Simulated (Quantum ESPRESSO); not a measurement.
## Run report: MoS$_{2}$, workfunction calculation (part 1 of 2)

MoS$_{2}$ (slab, 6 atoms in the cell), computed with Kohn-Sham DFT of a periodic cell, PBE, PseudoDojo 0.4.1 SR PBE standard, no spin polarisation (Quantum ESPRESSO 7.5).

The structure derives from an entry of the Crystallography Open Database.

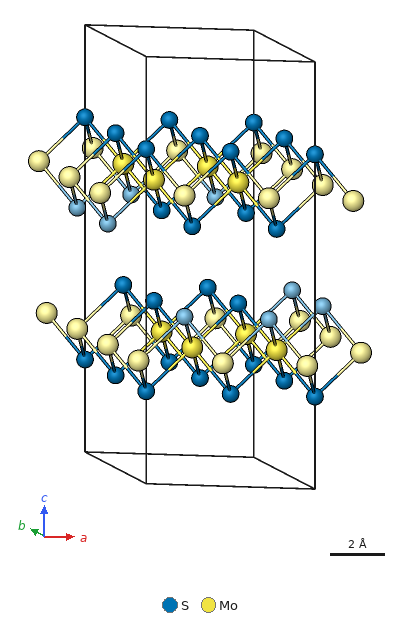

**Figure 1.** The input geometry (ball-and-stick view of the 2 × 2 repeat of the cell, with the vacuum cut short, seen slightly off an axis; neighbours outside the cell are drawn fainter). Near neighbours in the crystal (not all of them lie inside the picture): S has 3 Mo at 2.39 Å; Mo has 6 S at 2.39 Å.

### The input
```
&CONTROL
  calculation = 'scf'
  prefix = 'pwscf'
  outdir = './tmp'
  pseudo_dir = './pseudo'
  tprnfor = .true.
  disk_io = 'low'
/
&SYSTEM
  ibrav = 0
  celldm(1) = 8
  nat = 6
  ntyp = 2
  ecutwfc = 80
  nbnd = 36
  occupations = 'smearing'
  smearing = 'fd'
  degauss = 0.02204959
/
&ELECTRONS
  conv_thr = 6d-09
  electron_maxstep = 150
  mixing_beta = 0.3
  mixing_mode = 'local-TF'
/
ATOMIC_SPECIES
S     32.0600 S.upf
Mo    95.9500 Mo.upf
CELL_PARAMETERS alat
  0.7490405449954   0.0000000000000   0.0000000000000
 -0.3745202724903   0.6486881404263   0.0000000000000
  0.0000000000000   0.0000000000000   5.7099255934396
ATOMIC_POSITIONS crystal
S      0.0000000000    0.0000000000    0.3102699348
Mo     0.6666666667    0.3333333333    0.3735132899
S      0.3333333333    0.6666666667    0.4367566449
S      0.6666666667    0.3333333333    0.5632433551
Mo     0.3333333333    0.6666666667    0.6264867101
S      0.0000000000    0.0000000000    0.6897300652
K_POINTS automatic
10 10 1 0 0 0
```

### File pp_density.in
```
&INPUTPP
  prefix = 'pwscf'
  outdir = './tmp'
  filplot = 'density.dat'
  plot_num = 0
/
&PLOT
  nfile = 1
  filepp(1) = 'density.dat'
  iflag = 3
  output_format = 6
  fileout = 'density.cube'
/
```

### File pp_potential.in
```
&INPUTPP
  prefix = 'pwscf'
  outdir = './tmp'
  filplot = 'potential.dat'
  plot_num = 11
/
&PLOT
  nfile = 1
  filepp(1) = 'potential.dat'
  iflag = 3
  output_format = 6
  fileout = 'potential.cube'
/
```

### File pp_elf.in
```
&INPUTPP
  prefix = 'pwscf'
  outdir = './tmp'
  filplot = 'elf.dat'
  plot_num = 8
/
&PLOT
  nfile = 1
  filepp(1) = 'elf.dat'
  iflag = 3
  output_format = 6
  fileout = 'elf.cube'
/
```

Machine: 2 threads of AMD EPYC (Zen 3), 200 GiB of memory available, shared host.

Launched with:
```bash
OMP_NUM_THREADS=1 mpirun -n 2 pw.x -nk 2 -in pw.in > pw.out
OMP_NUM_THREADS=1 mpirun -n 1 pp.x -in pp_density.in > pp_density.out
OMP_NUM_THREADS=1 mpirun -n 1 pp.x -in pp_potential.in > pp_potential.out
OMP_NUM_THREADS=1 mpirun -n 1 pp.x -in pp_elf.in > pp_elf.out
```

### What the program printed
```
This program is part of the open-source Quantum ESPRESSO suite
     for quantum simulation of materials; please cite
         "P. Giannozzi et al., J. Phys.:Condens. Matter 21 395502 (2009);
         "P. Giannozzi et al., J. Phys.:Condens. Matter 29 465901 (2017);
         "P. Giannozzi et al., J. Chem. Phys. 152 154105 (2020);
          URL
     in publications or presentations arising from this work. More details at

     Message from routine setup:
     using ibrav=0 with symmetry is DISCOURAGED, use correct ibrav instead

     K-points division:     npool     =       2
     Subspace diagonalization in iterative solution of the eigenvalue problem:
     a serial algorithm will be used

     G-vector sticks info
     --------------------
     sticks:   dense  smooth     PW     G-vecs:    dense   smooth      PW
     Sum         793     793    223               137145   137145   20989

     Using Slab Decomposition

     bravais-lattice index     =            0
     lattice parameter (alat)  =       8.0000  a.u.
     unit-cell volume          =    1420.5015 (a.u.)^3
     number of atoms/cell      =            6
     number of atomic types    =            2
     number of electrons       =        52.00
     number of Kohn-Sham states=           36
     kinetic-energy cutoff     =      80.0000  Ry
     charge density cutoff     =     320.0000  Ry
     scf convergence threshold =      6.0E-09
     mixing beta               =       0.3000
     number of iterations used =            8  local-TF  mixing
     Exchange-correlation= PBE
                           (   1   4   3   4   0   0   0)

     celldm(1)=   8.000000  celldm(2)=   0.000000  celldm(3)=   0.000000
     celldm(4)=   0.000000  celldm(5)=   0.000000  celldm(6)=   0.000000

     crystal axes: (cart. coord. in units of alat)
               a(1) = (   0.749041   0.000000   0.000000 )
               a(2) = (  -0.374520   0.648688   0.000000 )
               a(3) = (   0.000000   0.000000   5.709926 )

     reciprocal axes: (cart. coord. in units 2 pi/alat)
               b(1) = (  1.335041  0.770786 -0.000000 )
               b(2) = (  0.000000  1.541573  0.000000 )
               b(3) = (  0.000000 -0.000000  0.175134 )

     PseudoPot. # 1 for S  read from file:
     S.upf
     Pseudo is Norm-conserving + core correction, Zval =  6.0
     Generated using ONCVPSP code by D. R. Hamann
     Using radial grid of 1146 points,  6 beta functions with:
                l(1) =   0
                l(2) =   0
                l(3) =   1
                l(4) =   1
                l(5) =   2
                l(6) =   2

     PseudoPot. # 2 for Mo read from file:
     Mo.upf
     Pseudo is Norm-conserving + core correction, Zval = 14.0
     Generated using ONCVPSP code by D. R. Hamann
     Using radial grid of 1640 points,  6 beta functions with:
                l(1) =   0
                l(2) =   0
                l(3) =   1
                l(4) =   1
                l(5) =   2
                l(6) =   2

     atomic species   valence    mass     pseudopotential
     S                 6.00    32.06000     S ( 1.00)
     Mo               14.00    95.95000     Mo( 1.00)

     12 Sym. Ops., with inversion, found

   Cartesian axes

     site n.     atom                  positions (alat units)
         1        S      tau(   1) = (   0.0000000   0.0000000   1.7716182  )
         2        Mo     tau(   2) = (   0.3745203   0.2162294   2.1327331  )
         3        S      tau(   3) = (  -0.0000000   0.4324588   2.4938479  )
         4        S      tau(   4) = (   0.3745203   0.2162294   3.2160776  )
         5        Mo     tau(   5) = (  -0.0000000   0.4324588   3.5771925  )
         6        S      tau(   6) = (   0.0000000   0.0000000   3.9383074  )

     number of k points=    14  Fermi-Dirac smearing, width (Ry)=  0.0220
                       cart. coord. in units 2pi/alat
        k(    1) = (   0.0000000   0.0000000   0.0000000), wk =   0.0200000
        k(    2) = (   0.0000000   0.1541573   0.0000000), wk =   0.1200000
        k(    3) = (   0.0000000   0.3083146   0.0000000), wk =   0.1200000
        k(    4) = (   0.0000000   0.4624718   0.0000000), wk =   0.1200000
        k(    5) = (   0.0000000   0.6166291   0.0000000), wk =   0.1200000
        k(    6) = (   0.0000000  -0.7707864   0.0000000), wk =   0.0600000
        k(    7) = (   0.1335041   0.2312359   0.0000000), wk =   0.1200000
        k(    8) = (   0.1335041   0.3853932   0.0000000), wk =   0.2400000
        k(    9) = (   0.1335041   0.5395505   0.0000000), wk =   0.2400000
        k(   10) = (   0.1335041   0.6937078   0.0000000), wk =   0.2400000
        k(   11) = (   0.2670082   0.4624718   0.0000000), wk =   0.1200000
        k(   12) = (   0.2670082   0.6166291   0.0000000), wk =   0.2400000
        k(   13) = (   0.2670082   0.7707864   0.0000000), wk =   0.1200000
        k(   14) = (   0.4005124   0.6937078   0.0000000), wk =   0.1200000

     Dense  grid:   137145 G-vectors     FFT dimensions: (  36,  36, 270)

     Initial potential from superposition of free atoms

     starting charge      51.9970, renormalised to      52.0000

     negative rho (up, down):  2.745E-05 0.000E+00
     Starting wfcs are   36 randomized atomic wfcs

     Self-consistent Calculation

     iteration #  1     ecut=    80.00 Ry     beta= 0.30
     Davidson diagonalization with overlap
     ethr =  1.00E-02,  avg # of iterations =  6.1

     total energy              =    -369.73261317 Ry
     estimated scf accuracy    <       0.94473445 Ry

     iteration #  2     ecut=    80.00 Ry     beta= 0.30
     Davidson diagonalization with overlap
     ethr =  1.82E-03,  avg # of iterations =  1.0

     total energy              =    -369.64005567 Ry
     estimated scf accuracy    <       0.36683606 Ry

     iteration #  3     ecut=    80.00 Ry     beta= 0.30
     Davidson diagonalization with overlap
     ethr =  7.05E-04,  avg # of iterations =  2.5

     total energy              =    -369.69491713 Ry
     estimated scf accuracy    <       0.04268035 Ry

     iteration #  4     ecut=    80.00 Ry     beta= 0.30
     Davidson diagonalization with overlap
     ethr =  8.21E-05,  avg # of iterations =  8.9

     total energy              =    -369.69068172 Ry
     estimated scf accuracy    <       0.03955195 Ry

     iteration #  5     ecut=    80.00 Ry     beta= 0.30
     Davidson diagonalization with overlap
     ethr =  7.61E-05,  avg # of iterations =  2.1

     total energy              =    -369.69606415 Ry
     estimated scf accuracy    <       0.00172696 Ry

     iteration #  6     ecut=    80.00 Ry     beta= 0.30
     Davidson diagonalization with overlap
     c_bands:  1 eigenvalues not converged
     ethr =  3.32E-06,  avg # of iterations =  9.0

     total energy              =    -369.69570621 Ry
     estimated scf accuracy    <       0.00376736 Ry

     iteration #  7     ecut=    80.00 Ry     beta= 0.30
     Davidson diagonalization with overlap
     ethr =  3.32E-06,  avg # of iterations =  4.9

     total energy              =    -369.69614845 Ry
     estimated scf accuracy    <       0.00040677 Ry

     iteration #  8     ecut=    80.00 Ry     beta= 0.30
     Davidson diagonalization with overlap
     ethr =  7.82E-07,  avg # of iterations =  4.7

     negative rho (up, down):  9.096E-08 0.000E+00

     total energy              =    -369.69585650 Ry
     estimated scf accuracy    <       0.00101849 Ry

     iteration #  9     ecut=    80.00 Ry     beta= 0.30
     Davidson diagonalization with overlap
     ethr =  7.82E-07,  avg # of iterations =  5.9

     negative rho (up, down):  2.443E-05 0.000E+00

     total energy              =    -369.69603742 Ry
     estimated scf accuracy    <       0.00010478 Ry

     iteration # 10     ecut=    80.00 Ry     beta= 0.30
     Davidson diagonalization with overlap
     ethr =  2.02E-07,  avg # of iterations =  1.9

     negative rho (up, down):  4.267E-05 0.000E+00

     total energy              =    -369.69608056 Ry
     estimated scf accuracy    <       0.00004770 Ry

     iteration # 11     ecut=    80.00 Ry     beta= 0.30
     Davidson diagonalization with overlap
     ethr =  9.17E-08,  avg # of iterations =  5.0

     total energy              =    -369.69609430 Ry
     estimated scf accuracy    <       0.00000542 Ry

     iteration # 12     ecut=    80.00 Ry     beta= 0.30
     Davidson diagonalization with overlap
     ethr =  1.04E-08,  avg # of iterations =  3.7

     negative rho (up, down):  1.174E-05 0.000E+00

     total energy              =    -369.69609988 Ry
     estimated scf accuracy    <       0.00000231 Ry

     iteration # 13     ecut=    80.00 Ry     beta= 0.30
     Davidson diagonalization with overlap
     ethr =  4.44E-09,  avg # of iterations =  4.8

     negative rho (up, down):  4.956E-06 0.000E+00

     total energy              =    -369.69610035 Ry
     estimated scf accuracy    <       0.00000072 Ry

     iteration # 14     ecut=    80.00 Ry     beta= 0.30
     Davidson diagonalization with overlap
     ethr =  1.38E-09,  avg # of iterations =  1.1

     total energy              =    -369.69610038 Ry
     estimated scf accuracy    <       0.00000024 Ry

     iteration # 15     ecut=    80.00 Ry     beta= 0.30
     Davidson diagonalization with overlap
     ethr =  4.61E-10,  avg # of iterations =  2.1

     negative rho (up, down):  8.757E-06 0.000E+00

     total energy              =    -369.69610049 Ry
     estimated scf accuracy    <       0.00000007 Ry

     iteration # 16     ecut=    80.00 Ry     beta= 0.30
     Davidson diagonalization with overlap
     ethr =  1.37E-10,  avg # of iterations =  1.6

     negative rho (up, down):  8.190E-06 0.000E+00

     total energy              =    -369.69610050 Ry
     estimated scf accuracy    <       0.00000001 Ry

     iteration # 17     ecut=    80.00 Ry     beta= 0.30
     Davidson diagonalization with overlap
     ethr =  2.68E-11,  avg # of iterations =  1.6

     End of self-consistent calculation

          k = 0.0000 0.0000 0.0000 ( 17237 PWs)   bands (ev):

   -58.5796 -58.5796 -32.6781 -32.6780 -32.5620 -32.5620 -32.5620 -32.5620
   -11.9239 -11.7922 -10.6456 -10.4441  -3.6298  -3.1295  -0.9975  -0.9975
    -0.9889  -0.9889  -0.2264   0.7660   2.1742   2.1742   2.1796   2.1796
     2.2369   2.8823   2.8833   2.8833   2.9343   2.9343   6.6241   6.6241
     6.6815   6.6815   7.7674   7.8722

          k = 0.0000 0.1542 0.0000 ( 17271 PWs)   bands (ev):

   -58.5757 -58.5757 -32.6703 -32.6703 -32.6008 -32.6008 -32.5708 -32.5708
   -11.7623 -11.6305 -10.5994 -10.4092  -3.4333  -2.9343  -1.5935  -1.4146
    -0.9093  -0.8976   0.2932   1.0027   1.2738   1.3383   1.6370   1.6628
     2.1948   2.5133   3.2503   3.4036   3.4530   3.5339   6.1277   6.1967
     6.5124   6.6056   7.9886   8.1038
```
